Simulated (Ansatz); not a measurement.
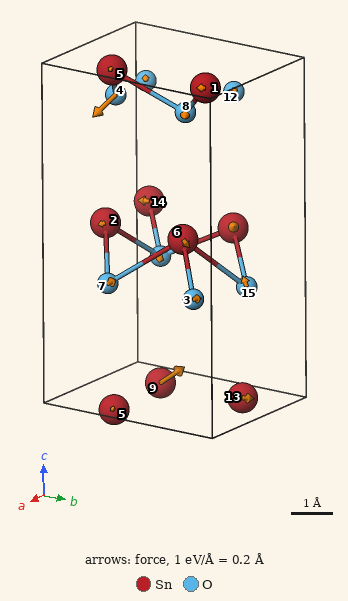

Starting geometry of solid SnO (built on the wurtzite type) with the computed forces as orange arrows. A ball-and-stick model of the cell of the calculation, reduced to other axes, seen slightly off an axis. Lengths and directions refer to the drawn axes.

Case: shaken.

All numbers below come from DFT, PBEsol, plane waves, PAW (Ansatz 0.2.0). Settings: plane-wave cutoff 420 eV; k-point mesh 6 × 6 × 2; occupations fermi dirac; smearing width 0.05 eV; no spin polarisation; cell and atoms relaxed; force threshold 0.01 eV/Å; at most 120 steps.

**Is this structure relaxed? If not, where do the atoms go?**

It isn't relaxed: the largest force vector, on a Sn atom, is 4.53 eV/Å. The final displacements have little in common with the starting forces (cosine between the two patterns 0.12). The energy falls by 139 meV per atom in 15 accepted moves (18 points after the start). Largest force component: 3.5 eV/Å at the start, 0.00044 eV/Å at the end. Pressure: 1.37 GPa at the start and −0.01 GPa at the end. At 3 points the geometry stayed and the basis and grid were re-selected for the new cell (energy shift of 0.8 meV per atom at most each time). A Sn atom moves most relative to the cell: 1.07 Å roughly along [−1 2 0]. By element the largest moves are Sn 1.07 Å, O 1.05 Å. Cell: a 6.522 → 6.680 Å (+2.4 %), b 6.537 → 6.681 Å (+2.2 %), c 8.512 → 7.630 Å (−10.4 %), α 89.8° → 90.0°, β 89.0° → 89.9°, γ 60.1° → 60.0°. Volume −6.3 %. Among the contacts that change: O–Sn 1.873 → 2.191 Å, O–Sn 2.387 → 2.191 Å, O–Sn 2.004 → 2.191 Å, O–Sn 2.362 → 2.192 Å. Bond angles that change, for instance: O–Sn–O 83.7° → 99.4°, Sn–O–Sn 86.3° → 99.3°, O–Sn–O 88.9° → 99.4°. The space group (tolerance 0.01 Å) goes from P1 (No. 1) to P6_3mc (No. 186). Cost: 110 s on 1 × NVIDIA H100 80GB HBM3 with 2 threads of AMD EPYC 7R13 Processor (Zen 3), on a shared host, peak memory 1.4 GiB.
